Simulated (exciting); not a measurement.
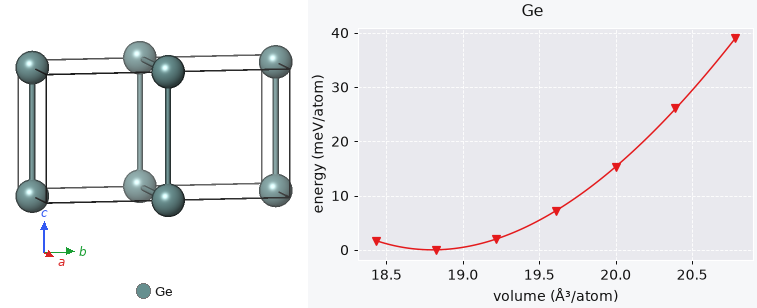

Calculation (exciting sodium): all-electron LAPW DFT, no spin polarisation; energies at scaled volumes of the given cell, shape and fractions fixed, counted from the fit's minimum, third-order Birch-Murnaghan fit. Level: LDA-Wigner.

k mesh 8×8×7; occupations Gaussian; smearing width 0.136 eV; potentials all electron LAPW+lo, shipped species files; program settings rgkmax 9.

Cell as given: a = 2.952 Å, b = 2.952 Å, c = 2.698 Å, α = 90.00°, β = 90.00°, γ = 123.51°; 1 atom.

Caption: Energy against volume for Ge, space group Cmmm (No. 65). The conventional cell is drawn beside the plot.

A third-order Birch–Murnaghan fit gives V0 = 18.80 Å³/atom, B0 = 72.1 GPa and B′ = 4.6. The energy is 1.71 meV/atom at volume 18.43 Å³/atom and 39.01 meV/atom at 20.78 Å³/atom; the lowest computed point is at volume 18.82 Å³/atom (0.00 meV/atom), in a single well.

Note: shape and atomic fractions are frozen while scaling, which makes layered, chain and framework solids too stiff.
